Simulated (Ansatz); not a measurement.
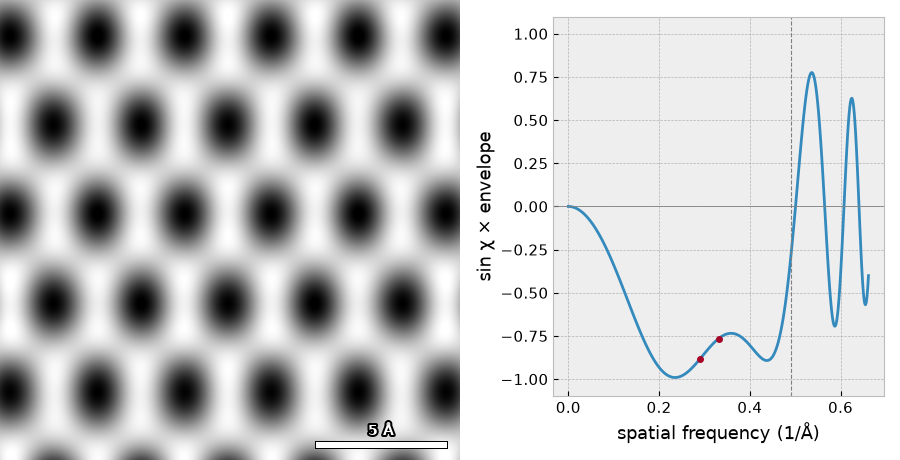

Phase-contrast TEM-like image of Eu (P6_3/mmc, No. 194) along [101]. Simulated in the weak-phase-object approximation with neutral-atom potentials: 300 kV, Cs = 1.20 mm, defocus −583 Å (negative is underfocus), defocus spread 40 Å, aperture 0.49 1/Å. Atomic positions: the end point of a relaxation at fixed volume with DFT r2SCAN, scalar-relativistic, plane waves, PAW in Ansatz 0.2.0; the starting structure was generated, so it need not be a known form of this composition.

The plot gives the contrast transfer function, the aperture (dashed) and the crystal's spatial frequencies that carry visible contrast (dots).

Question: What point resolution do these settings give, and which lattice spacings pass?

Answer: About 2.0 Å (0.66 |Cs|^(1/4) λ^(3/4) with λ = 0.0197 Å). The spacings that carry visible contrast are {100} at 3.45 Å, {101} at 3.02 Å. Columns 1.15 Å apart are closer than that and merge.

Question: Do the atom columns appear dark or bright, and why?

Answer: Dark. With positive Cs and underfocus sin χ is negative over the pass band, so the strongest columns (Eu) come out darker than the background.
